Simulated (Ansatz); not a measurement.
# A thicker film of Al2O3 (0001) from four thinner ones

In a field along its normal an insulating film takes a dipole p. Written as a length, p/(ε₀AE), it should grow by 1 − 1/ε for each ångström added.

Set-up. Ansatz 0.2.0, plane waves with PAW datasets (its set soft_2), PBE; corundum films relaxed at a bulk in-plane lattice constant near the measured one, then held in weak fields of both signs with a dipole correction (A is the cell's area, E the outer field).

| run | distance between the outer atoms (Å) | p/(ε₀AE) (Å) |
| --- | --- | --- |
| 3 units | 4.502 | 5.075 |
| 4 units | 6.850 | 6.696 |
| 5 units | 9.069 | 8.233 |
| 6 units | 11.261 | 9.750 |
| 8 units | 15.657 | ? |

Q: Estimate the withheld value from the rows shown.

A least-squares line through the 4 rows shown has slope 0.6918 and intercept 1.9591; no row lies more than 0.002 Å off it. That slope means ε = 1/(1 − 0.6918) = 3.24. At 15.657 it gives 0.6918 × 15.657 + 1.9591 = 12.791 Å, beyond the rows fitted. Rounding and scatter of the rows alone allow about ±0.004 Å there.

The run itself gives 12.795 Å: a miss of +0.004 Å, or 0.0 % of the value. The length is met to within 1 %, though ε is more sensitive than the length: the two thickest films give ε = 3.25.

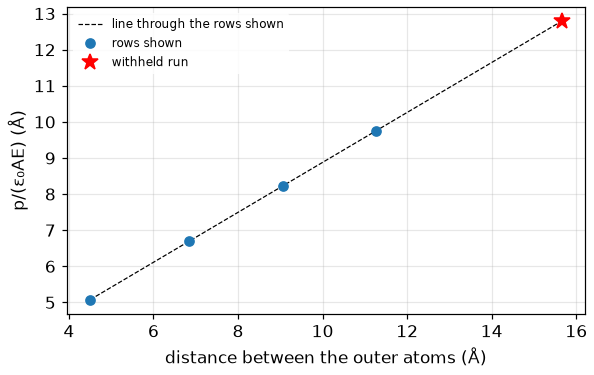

The fit and the withheld run.

Caveats: This is the electronic response alone. A unit is one step of the cut along the normal (a plane, a pair of planes or a cell), and the layers relax along it, away from their bulk spacing where the functional's lattice constant differs from the one held.
